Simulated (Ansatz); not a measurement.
# Ta: geometry relaxation (part 1 of 3)

Ta (slab, 16 atoms in the cell), computed with DFT PBE, scalar-relativistic, plane waves, PAW, no spin polarisation (Ansatz 0.2.0).

The structure derives from an entry of the Crystallography Open Database. The input holds or restrains some coordinates. Forces given for the steps count only the free coordinates. It belongs to a series of runs on one base structure; here: clean slab, lower planes held.

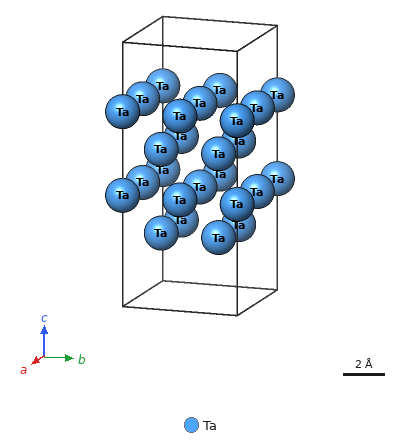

*The input geometry (spheres-only view of the cell of the calculation, with the vacuum cut short, seen slightly off an axis). An atom can appear more than once, as a periodic image.*

Key numbers

- outcome: converged under the restraints of the input
- electrons treated: 208
- free energy: −158901.6694 eV
- work function, top face: 4.49 eV
- work function, bottom face: 4.58 eV
- Fermi energy: 4.297 eV
- gap on the k-point mesh: none (metallic)
- final volume: 796.62 Å³
- work function (upper face): 4.49 eV
- largest force (length of the vector) at the end, held atoms and coordinates included: 0.687 eV/Å
- hardware: 4 threads of Intel Xeon (Granite Rapids), 32 GiB of memory available, shared host
- wall time: 29 s (CPU time 1.8 min)
- peak memory: 1.5 GiB

Notes

Warnings of the run: the exchange-correlation potential is rough where the density is thin. Spin–orbit coupling is left out, which matters for Ta.

Input file
```yaml
crystal:
  lattice:
    - [5.9722511216, 0.0, 0.0]
    - [0.0, 5.9722511216, 0.0]
    - [0.0, 0.0, 22.3345289006]
  atoms:
    - { symbol: Ta, position: [0.25, 0.25, 0.3581897803] }
    - { symbol: Ta, position: [0.25, 0.75, 0.3581897803] }
    - { symbol: Ta, position: [0.75, 0.25, 0.3581897803] }
    - { symbol: Ta, position: [0.75, 0.75, 0.3581897803] }
    - { symbol: Ta, position: [0.5, 0.5, 0.4527299268] }
    - { symbol: Ta, position: [0.5, 0.0, 0.4527299268] }
    - { symbol: Ta, position: [0.0, 0.5, 0.4527299268] }
    - { symbol: Ta, position: [0.0, 0.0, 0.4527299268] }
    - { symbol: Ta, position: [0.75, 0.75, 0.5472700732] }
    - { symbol: Ta, position: [0.75, 0.25, 0.5472700732] }
    - { symbol: Ta, position: [0.25, 0.75, 0.5472700732] }
    - { symbol: Ta, position: [0.25, 0.25, 0.5472700732] }
    - { symbol: Ta, position: [0.0, 0.0, 0.6418102197] }
    - { symbol: Ta, position: [0.0, 0.5, 0.6418102197] }
    - { symbol: Ta, position: [0.5, 0.0, 0.6418102197] }
    - { symbol: Ta, position: [0.5, 0.5, 0.6418102197] }
basis:
  ecutwfc: 420
kpoints:
  mp_grid: { grid: [3, 3, 1] }
hamiltonian:
  xc: pbe
scf:
  occupations: { method: gaussian, width: 0.1 }
output:
  forces: true
  eigenvalues: true
  write_density: true
  write_potential: true
  elf: true
  volumetric_format: npy
relax:
  adjacent_minimum: "off"
  f_tol: 0.03
  max_steps: 70
  constraints: [{ sites: [0, 1, 2, 3, 4, 5, 6, 7] }]
efield:
  axis: 3
  dipole_correction: true
  ramp_width: 0.04
```

Command:
```bash
ansatz run input.yaml --threads 4 --pin off --max-ram 10240MiB --backend cpu --events-out ev --progress --plain --runs-dir out
```

The program's output
```
Engine: ansatz 0.2.0, x86_64-unknown-linux-gnu
Pseudopotentials: kind: paw
Pseudopotential: Ta, paw, valence charge 13, recommended cutoff 420 eV (normal), Ta.paw.azcp
Functional definition: PBE
  parameter kappa = 0.804
  parameter beta = 0.06672455060314922
  exchange = pbe_x(kappa = kappa, mu = beta*pi^2/3)
  correlation = pbe_c(beta = beta)
Crystal: 16 atoms, lattice volume = 796.623 Å³
Basis set: ecut = 420 eV, 15483 PW (Γ), exchange–correlation on 80×80×300 points (8 copies of the dense FFT grid, shifted against one another)
Bands: 125, of which v1, the nominal top of the filled ones, is band 104 counted from 1 (103 counted from 0)
Symmetry: 32 space group operations
k-points: 3 of 9
Non-local potential: Ta, projectors of the file, l = 0: 3, l = 1: 2, l = 2: 2, l = 3: 1
PAW form: soft (Blöchl's): semilocal exchange-correlation on the pseudo side does not see the compensation charge
PAW one-centre angular grid: Ta, 590 points (default); XC on 64 Gauss nodes
Initial density: superposition of atomic densities (neutral atoms: chi_scale 0, normalization atom), corrected by the library's trained network
Initial wavefunctions: pseudopotential atomic-orbital guess
Functional: x = pbe(κ = 0.804, μ = 0.2195149727645171), c = pbe(β = 0.06672455060314922)
SCF iter   1: F=—  HF=-158901.497458 eV  |F-HF|=—  |Δ(HF+E_count)|=         —  Δρ=5.84e-3  dr2=2.49e0  ethr=1.77e-3  p=0.000 e·Å  D=3.94e-14 V/Å  ΔV_dip=-0.00 eV  dr2_dipole=1.45e-6  V_vac-E_F(+/−)=4.09/4.09 eV  ⟨swp⟩=9.3  Hψ=1717  notcnv=0
efield: sawtooth ramp at fractional position 0.9800 (placed from the atoms, in the widest stretch of the axis that holds none; the zero of the levels goes with the place), width 0.0400; the density the first Hamiltonian is built on has a dipole p = 0.000 e·Å; the dipole correction subtracts the counter field D = 3.94e-14 V/Å, which shifts the + side's vacuum level by -0.00 eV against the − side's; the planar-averaged density in the ramp window peaks in size at 3.7e-5 e/Å³
preconditioner: auto → LDOS  [metal: Δε(μ)=0.071 eV  Ē_g=3.213 eV  σ=0.100 eV  W_gap=0.36  n_scr=130 (ndim 8)  ℏωp=11.8 eV  f_vac=0.526  D(μ)=19.82/eV (n_scr^D=114)  β→1.0]
SCF iter   2: F=—  HF=-158901.425061 eV  |F-HF|=—  |Δ(HF+E_count)|=   7.24e-2  Δρ=2.29e-3  dr2=3.74e-1  ethr=1.20e-3  p=0.000 e·Å  D=5.43e-7 V/Å  ΔV_dip=-0.00 eV  dr2_dipole=4.54e-6  V_vac-E_F(+/−)=4.67/4.67 eV  ⟨swp⟩=3.0  Hψ=531  notcnv=0  defer=14
SCF iter   3: F=—  HF=-158901.410656 eV  |F-HF|=—  |Δ(HF+E_count)|=   1.44e-2  Δρ=6.78e-4  dr2=1.77e-2  ethr=1.80e-4  p=0.000 e·Å  D=6.77e-7 V/Å  ΔV_dip=-0.00 eV  dr2_dipole=2.73e-7  V_vac-E_F(+/−)=4.52/4.52 eV  ⟨swp⟩=2.3  Hψ=489  notcnv=0  defer=14
SCF iter   4: F=—  HF=-158901.409662 eV  |F-HF|=—  |Δ(HF+E_count)|=   9.94e-4  Δρ=2.08e-4  dr2=3.72e-4  ethr=8.49e-6  p=-0.000 e·Å  D=-3.73e-6 V/Å  ΔV_dip=0.00 eV  dr2_dipole=3.29e-9  V_vac-E_F(+/−)=4.55/4.55 eV  ⟨swp⟩=2.3  Hψ=498  notcnv=0  defer=8
SCF iter   5: F=—  HF=-158901.409717 eV  |F-HF|=—  |Δ(HF+E_count)|=   5.50e-5  Δρ=6.84e-5  dr2=3.90e-5  ethr=1.79e-7  p=0.000 e·Å  D=3.89e-7 V/Å  ΔV_dip=-0.00 eV  dr2_dipole=1.02e-9  V_vac-E_F(+/−)=4.55/4.55 eV  ⟨swp⟩=3.3  Hψ=757  notcnv=0  defer=8
SCF iter   6: F=-158901.409732 eV  HF=-158901.409730 eV  |F-HF|=2.53e-6  |Δ(HF+E_count)|=   1.31e-5  Δρ=2.22e-5  dr2=2.17e-6  ethr=1.08e-8  p=-0.000 e·Å  D=-1.71e-7 V/Å  ΔV_dip=0.00 eV  dr2_dipole=7.51e-11  V_vac-E_F(+/−)=4.55/4.55 eV  ⟨swp⟩=25.3  Hψ=4267  notcnv=0
SCF 1 converged in 6 iterations: F = -158901.409732 eV  dr2 = 2.17e-6
  greatest PAW one-centre occupation: 0.999 electrons in one spin orbital (limit 2), on the Ta atom at site 3 (counted from 0), in its partial waves of l = 0
relax step   1: F+E_penalty+E_count = -158901.40973228 eV  Δ(F+E_penalty+E_count) = +0.000e0 eV  max|allowed force component| = 1.147e0 eV/Å  Δτ_max = 0.0000 Å  (6 SCF iters, dr2 threshold 2.25e-5 eV, accepted)
Initial density: handed on by an earlier stage of this run
Initial wavefunctions: those handed on with the density
iter 1 solved again at ethr=2.76e-3 eV; its pass at ethr=3.10e-3 eV (dr2=5.74e0 eV) is discarded
SCF iter   1: F=—  HF=-158901.469251 eV  |F-HF|=—  |Δ(HF+E_count)|=         —  Δρ=9.18e-3  dr2=5.79e0  ethr=2.76e-3  p=-0.000 e·Å  D=-1.19e-6 V/Å  ΔV_dip=0.00 eV  dr2_dipole=7.99e-1  V_vac-E_F(+/−)=4.63/4.63 eV  ⟨swp⟩=1.0  Hψ=1382  notcnv=0  defer=5
efield: sawtooth ramp at fractional position 0.9800 (handed on by an earlier solve), width 0.0400; the density the first Hamiltonian is built on has a dipole p = -0.000 e·Å; the dipole correction subtracts the counter field D = -1.19e-6 V/Å, which shifts the + side's vacuum level by +0.00 eV against the − side's; the planar-averaged density in the ramp window peaks in size at 7.9e-6 e/Å³
preconditioner: auto → LDOS  [metal: Δε(μ)=0.070 eV  Ē_g=3.262 eV  σ=0.100 eV  W_gap=0.38  n_scr=130 (ndim 8)  ℏωp=11.8 eV  f_vac=0.527  D(μ)=17.45/eV (n_scr^D=102)  β→1.0]
SCF iter   2: F=—  HF=-158901.216027 eV  |F-HF|=—  |Δ(HF+E_count)|=   2.53e-1  Δρ=4.69e-3  dr2=7.70e-1  ethr=2.76e-3  p=0.138 e·Å  D=3.13e-2 V/Å  ΔV_dip=-0.70 eV  dr2_dipole=1.75e-1  V_vac-E_F(+/−)=4.01/4.71 eV  ⟨swp⟩=3.0  Hψ=530  notcnv=0  defer=5
SCF iter   3: F=—  HF=-158901.165560 eV  |F-HF|=—  |Δ(HF+E_count)|=   5.05e-2  Δρ=1.75e-3  dr2=1.82e-1  ethr=3.70e-4  p=-0.004 e·Å  D=-9.42e-4 V/Å  ΔV_dip=0.02 eV  dr2_dipole=8.05e-2  V_vac-E_F(+/−)=4.44/4.42 eV  ⟨swp⟩=3.3  Hψ=703  notcnv=0  defer=19
SCF iter   4: F=—  HF=-158901.143252 eV  |F-HF|=—  |Δ(HF+E_count)|=   2.23e-2  Δρ=5.13e-4  dr2=6.31e-3  ethr=8.76e-5  p=0.050 e·Å  D=1.14e-2 V/Å  ΔV_dip=-0.25 eV  dr2_dipole=1.24e-3  V_vac-E_F(+/−)=4.34/4.59 eV  ⟨swp⟩=2.0  Hψ=469  notcnv=0  defer=19
SCF iter   5: F=—  HF=-158901.142815 eV  |F-HF|=—  |Δ(HF+E_count)|=   4.37e-4  Δρ=2.63e-4  dr2=2.81e-3  ethr=3.03e-6  p=0.042 e·Å  D=9.48e-3 V/Å  ΔV_dip=-0.21 eV  dr2_dipole=8.74e-4  V_vac-E_F(+/−)=4.33/4.54 eV  ⟨swp⟩=3.0  Hψ=619  notcnv=0  defer=19
SCF iter   6: F=—  HF=-158901.142929 eV  |F-HF|=—  |Δ(HF+E_count)|=   1.14e-4  Δρ=1.25e-4  dr2=4.92e-4  ethr=1.35e-6  p=0.043 e·Å  D=9.81e-3 V/Å  ΔV_dip=-0.22 eV  dr2_dipole=2.87e-4  V_vac-E_F(+/−)=4.33/4.55 eV  ⟨swp⟩=1.7  Hψ=410  notcnv=0  defer=19
SCF iter   7: F=-158901.142948 eV  HF=-158901.142974 eV  |F-HF|=2.61e-5  |Δ(HF+E_count)|=   4.50e-5  Δρ=3.69e-5  dr2=2.98e-5  ethr=3.95e-8  p=0.045 e·Å  D=1.02e-2 V/Å  ΔV_dip=-0.23 eV  dr2_dipole=1.37e-5  V_vac-E_F(+/−)=4.33/4.56 eV  ⟨swp⟩=34.0  Hψ=4190  notcnv=0
SCF 2 converged in 7 iterations: F = -158901.142948 eV  dr2 = 2.98e-5
  greatest PAW one-centre occupation: 0.999 electrons in one spin orbital (limit 2), on the Ta atom at site 15 (counted from 0), in its partial waves of l = 0
relax step   2: F+E_penalty+E_count = -158901.14294819 eV  Δ(F+E_penalty+E_count) = +2.668e-1 eV  max|allowed force component| = 1.906e0 eV/Å  Δτ_max = 0.1947 Å  (7 SCF iters, dr2 threshold 8.22e-5 eV, rejected (line search))
iter 1 solved again at ethr=8.02e-4 eV; its pass at ethr=3.10e-3 eV (dr2=1.67e0 eV) is discarded
SCF iter   1: F=—  HF=-158901.795795 eV  |F-HF|=—  |Δ(HF+E_count)|=         —  Δρ=5.46e-3  dr2=1.62e0  ethr=8.02e-4  p=0.045 e·Å  D=1.02e-2 V/Å  ΔV_dip=-0.23 eV  dr2_dipole=1.03e-1  V_vac-E_F(+/−)=4.34/4.56 eV  ⟨swp⟩=1.7  Hψ=1164  notcnv=0  defer=18
efield: sawtooth ramp at fractional position 0.9800 (handed on by an earlier solve), width 0.0400; the density the first Hamiltonian is built on has a dipole p = 0.045 e·Å; the dipole correction subtracts the counter field D = 1.02e-2 V/Å, which shifts the + side's vacuum level by -0.23 eV against the − side's; the planar-averaged density in the ramp window peaks in size at 7.4e-6 e/Å³
preconditioner: auto → LDOS  [metal: Δε(μ)=0.073 eV  Ē_g=3.235 eV  σ=0.100 eV  W_gap=0.38  n_scr=130 (ndim 8)  ℏωp=11.8 eV  f_vac=0.524  D(μ)=16.81/eV (n_scr^D=92)  β→1.0]
SCF iter   2: F=—  HF=-158901.725421 eV  |F-HF|=—  |Δ(HF+E_count)|=   7.04e-2  Δρ=3.41e-3  dr2=6.35e-1  ethr=7.79e-4  p=-0.038 e·Å  D=-8.63e-3 V/Å  ΔV_dip=0.19 eV  dr2_dipole=3.95e-3  V_vac-E_F(+/−)=4.76/4.56 eV  ⟨swp⟩=3.7  Hψ=608  notcnv=0  defer=18
SCF iter   3: F=—  HF=-158901.666498 eV  |F-HF|=—  |Δ(HF+E_count)|=   5.89e-2  Δρ=9.11e-4  dr2=3.46e-2  ethr=3.05e-4  p=0.019 e·Å  D=4.41e-3 V/Å  ΔV_dip=-0.10 eV  dr2_dipole=1.36e-4  V_vac-E_F(+/−)=4.46/4.56 eV  ⟨swp⟩=2.7  Hψ=598  notcnv=0  defer=18
SCF iter   4: F=—  HF=-158901.662253 eV  |F-HF|=—  |Δ(HF+E_count)|=   4.24e-3  Δρ=2.41e-4  dr2=8.77e-4  ethr=1.66e-5  p=0.015 e·Å  D=3.47e-3 V/Å  ΔV_dip=-0.08 eV  dr2_dipole=1.14e-4  V_vac-E_F(+/−)=4.50/4.58 eV  ⟨swp⟩=2.7  Hψ=526  notcnv=0  defer=18
SCF iter   5: F=—  HF=-158901.662323 eV  |F-HF|=—  |Δ(HF+E_count)|=   6.96e-5  Δρ=9.71e-5  dr2=1.10e-4  ethr=4.22e-7  p=0.015 e·Å  D=3.36e-3 V/Å  ΔV_dip=-0.07 eV  dr2_dipole=7.20e-7  V_vac-E_F(+/−)=4.49/4.57 eV  ⟨swp⟩=2.7  Hψ=554  notcnv=0  defer=18
SCF iter   6: F=—  HF=-158901.662353 eV  |F-HF|=—  |Δ(HF+E_count)|=   3.04e-5  Δρ=4.29e-5  dr2=3.25e-5  ethr=5.29e-8  p=0.016 e·Å  D=3.63e-3 V/Å  ΔV_dip=-0.08 eV  dr2_dipole=1.26e-5  V_vac-E_F(+/−)=4.49/4.57 eV  ⟨swp⟩=2.3  Hψ=578  notcnv=0  defer=18
SCF iter   7: F=—  HF=-158901.661747 eV  |F-HF|=—  |Δ(HF+E_count)|=   6.06e-4  Δρ=1.11e-5  dr2=1.74e-6  ethr=1.56e-8  p=0.016 e·Å  D=3.58e-3 V/Å  ΔV_dip=-0.08 eV  dr2_dipole=3.51e-8  V_vac-E_F(+/−)=4.49/4.57 eV  ⟨swp⟩=2.0  Hψ=485  notcnv=0  defer=18
SCF iter   8: F=—  HF=-158901.661748 eV  |F-HF|=—  |Δ(HF+E_count)|=   5.85e-7  Δρ=3.42e-6  dr2=1.05e-7  ethr=8.36e-10  p=0.016 e·Å  D=3.58e-3 V/Å  ΔV_dip=-0.08 eV  dr2_dipole=7.93e-10  V_vac-E_F(+/−)=4.49/4.57 eV  ⟨swp⟩=2.7  Hψ=620  notcnv=0  defer=18
SCF iter   9: F=-158901.661748 eV  HF=-158901.661748 eV  |F-HF|=2.07e-8  |Δ(HF+E_count)|=   2.08e-7  Δρ=1.08e-6  dr2=1.37e-8  ethr=4.81e-11  p=0.016 e·Å  D=3.58e-3 V/Å  ΔV_dip=-0.08 eV  dr2_dipole=1.07e-9  V_vac-E_F(+/−)=4.49/4.57 eV  ⟨swp⟩=22.3  Hψ=3191  notcnv=0
SCF 3 converged in 9 iterations: F = -158901.661748 eV  dr2 = 1.37e-8
relax step   3: F+E_penalty+E_count = -158901.66174827 eV  Δ(F+E_penalty+E_count) = -2.520e-1 eV  max|allowed force component| = 2.091e-1 eV/Å  Δτ_max = 0.0941 Å  (9 SCF iters, accepted)
```
